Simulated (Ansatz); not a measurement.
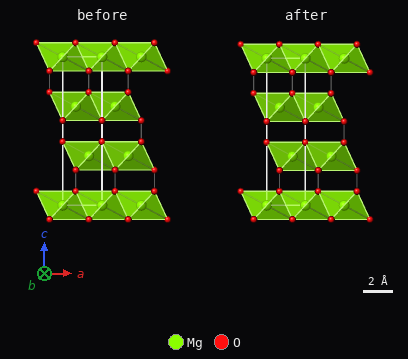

The structure of crystalline MgO₂ (built on the database type) (coarse preliminary run) before (left) and after (right) a relaxation, at one scale.

The picture is a polyhedral view of the conventional cell (3 times the calculation's cell), repeated 2 × 1 × 1 with one cell outlined, seen along the b axis. Lengths and directions refer to the drawn axes.

Case: structure listed in a database for this formula (R-3m, No. 166).

The calculation used DFT r2SCAN, scalar-relativistic, plane waves, PAW (Ansatz 0.2.0).

Input
```yaml
crystal:
  lattice:
    - [1.604761016, 0.9265092046, 3.4939788749]
    - [-1.604761016, 0.9265092046, 3.4939788749]
    - [0.0, -1.8530184092, 3.4939788749]
  atoms:
    - { symbol: Mg, position: [0.0, 0.0, 0.0] }
    - { symbol: O, position: [0.428786, 0.428786, 0.428786] }
    - { symbol: O, position: [0.571214, 0.571214, 0.571214] }
basis:
  ecutwfc: 500
kpoints:
  mp_grid: { grid: [6, 6, 6] }
hamiltonian:
  xc: r2scan
scf:
  occupations: { method: gaussian, width: 0.1 }
  lower_state_search: "off"
output:
  forces: true
  stress: true
  eigenvalues: true
relax:
  adjacent_minimum: "off"
  f_tol: 0.04
  max_steps: 70
  cell: { stress_tol: 0.4 }
```

Launched with:
```bash
ansatz run input.yaml --threads 1 --pin off --max-ram 3072MiB --backend cpu --events-out ev --progress --plain --runs-dir out
```

Question: Summarise the run.

Answer: No atom moves by more than 0.005 Å relative to the cell. The drawn cell changes as follows: a = b 3.210 → 3.158 Å (−1.6 %), c 10.482 → 10.378 Å (−1.0 %); the volume changes by −4.1 %. Near-neighbour distances that change, for instance: Mg1–O2 2.106 → 2.076 Å, O2–O3 1.493 → 1.472 Å. The space group stays R-3m (No. 166). The energy falls by 7.5 meV per atom in 3 accepted moves (4 points after the start). Largest force component: 0.22 eV/Å at the start, 0.008 eV/Å at the end. Pressure: −5.44 GPa at the start and 0.06 GPa at the end. The SCF was repeated once at an unchanged geometry on a basis and grid sized afresh for the cell, which shifted the energy by 0.3 meV per atom at most. Cost: 15 s on 1 thread of Arm Neoverse V1, on a shared host, peak memory 0.41 GiB.
